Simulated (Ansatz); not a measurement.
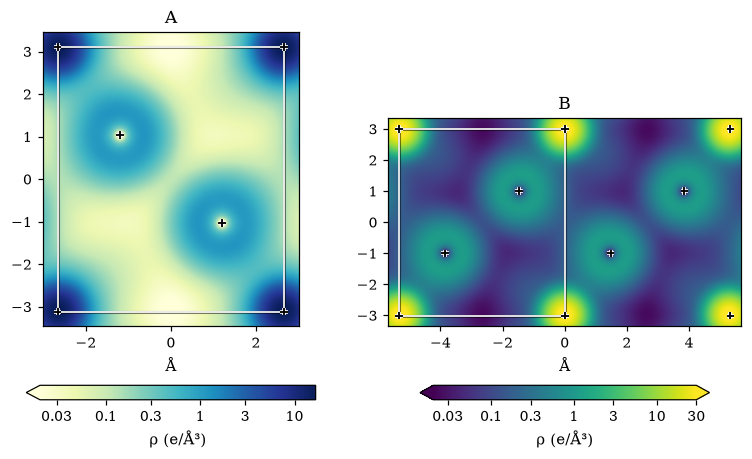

The valence pseudo-density of 2 systems, each on a plane through atoms (crosses mark nuclei in the plane).

Level of theory: Ansatz, DFT PBEsol, scalar-relativistic, plane waves, PAW.

System 1: HfS2, the (110) plane of the conventional cell. Space group P-3m1; a structure from a database of computed crystals, not necessarily the ambient phase; computed pressure about 9 GPa in this cell.

System 2: SnS2, the (110) plane of the conventional cell. Space group P-3m1; computed pressure about 6 GPa in this cell.

```xyz
3
Lattice="3.5913 0.0000 0.0000 -1.7957 3.1102 0.0000 0.0000 0.0000 5.3296" Properties=species:S:1:pos:R:3 pbc="T T T"
Sn    0.0000    0.0000    0.0000
S     1.7957    1.0367    1.4717
S     0.0000    2.0735    3.8579
```

> Match each panel to its system.

Panel A is system 2, SnS2: the plane holds Sn and S. Sn–S (2.54 Å): the density is about 0.47 e/Å³ at the midpoint. Panel B is system 1, HfS2: the plane holds Hf and S. Hf–S (2.49 Å): ρ at the midpoint is about 0.5 e/Å³.
